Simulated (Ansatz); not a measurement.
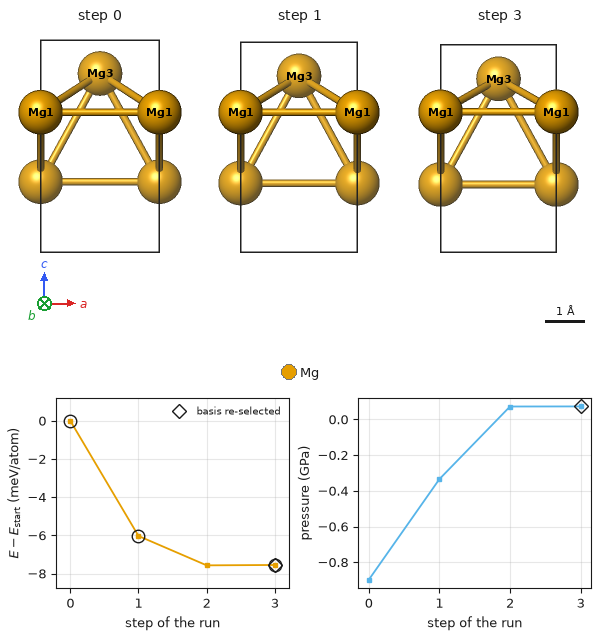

Frames of a relaxation of solid Mg (set up in Pmm2) (coarse preliminary run), marked on the history of the run. Style: ball-and-stick. Shown: the cell of the calculation, along the b axis.

Case: 2 of 2 Li taken out, relaxed.

The calculation used DFT PBE, scalar-relativistic, plane waves, PAW (Ansatz). Settings: plane-wave cutoff 420 eV; k-point mesh 6 × 4 × 4; occupations gaussian; smearing width 0.1 eV; no spin polarisation; cell and atoms relaxed; force threshold 0.0325 eV/Å; at most 70 steps.

Question: What happens along the run?

Answer: After 2 accepted moves (3 points after the start) the energy has fallen by 7.5 meV per atom. Largest force component: 0.094 eV/Å at the start, 0.017 eV/Å at the end. Pressure: −0.90 GPa at the start and 0.07 GPa at the end. The SCF was repeated once at an unchanged geometry on a basis and grid sized afresh for the cell, which shifted the energy by less than 0.05 meV per atom at most. A Mg atom moves most relative to the cell: 0.083 Å along +c. The drawn cell changes as follows: a 3.125 → 3.047 Å (−2.5 %), b 5.057 → 5.085 Å (+0.5 %), c 5.575 → 5.465 Å (−2.0 %); the volume changes by −3.9 %. Among the contacts that change: Mg–Mg 3.125 → 3.047 Å, Mg–Mg 3.247 → 3.171 Å, Mg–Mg 3.120 → 3.181 Å, Mg–Mg 3.142 → 3.089 Å. The space group stays Pmm2 (No. 25). The run took 4.4 s on 2 threads of AMD EPYC 9R14 (Zen 4), on a shared host, peak memory 0.45 GiB. From step 0 to 1: a Mg atom moves most (0.04 Å), volume −2.4 %, energy −6.0 meV per atom. From step 1 to 3: a Mg atom moves most (0.05 Å), volume −1.5 %, energy −1.5 meV per atom.

```csv
step,"E − E(0), meV/atom","largest force component, eV/Å","pressure, GPa","volume, Å³/atom",note
0,0.00,0.0938,-0.90,29.368,
1,-6.03,0.0528,-0.33,28.665,
2,-7.57,0.0170,0.07,28.225,
3,-7.55,0.0170,0.07,28.225,"same geometry, new basis"
```
